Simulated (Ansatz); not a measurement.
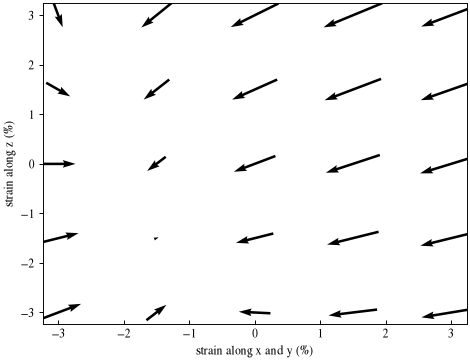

Os (Fm-3m, No. 225; 1 atom in the cell). 
- The cell is strained homogeneously, by one strain along x and y and another along z, with fractional coordinates fixed (x, y and z along the cube axes).
- The first coordinate is: strain along x and y; the second: strain along z.
- The grid has 5 × 5 points.
- Points are written as (first, second).
- The reference cell is the one listed in the database, not relaxed at this level.
- Method: Ansatz, DFT r2SCAN, scalar-relativistic, plane waves, PAW. Settings: cutoff 500 eV, k-mesh 20×20×20, gaussian smearing 0.15 eV, no spin polarisation.

Drawn: arrows along the force (downhill), their lengths compressed.

Q: The arrows alone are given. Where is the energy lowest?

A: The arrows converge at (−1.5 %, −1.5 %) (read from the interpolated surface).

The energy map of the same scan:

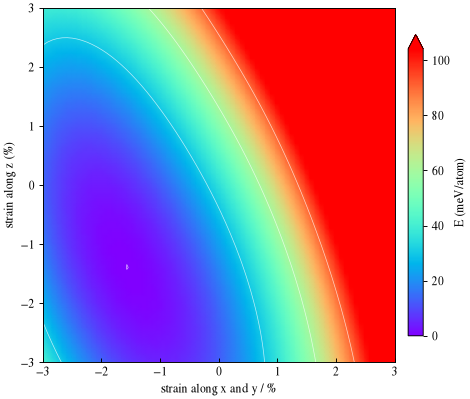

Energies are in meV/atom, from the lowest grid point; between grid points the surface is interpolated.
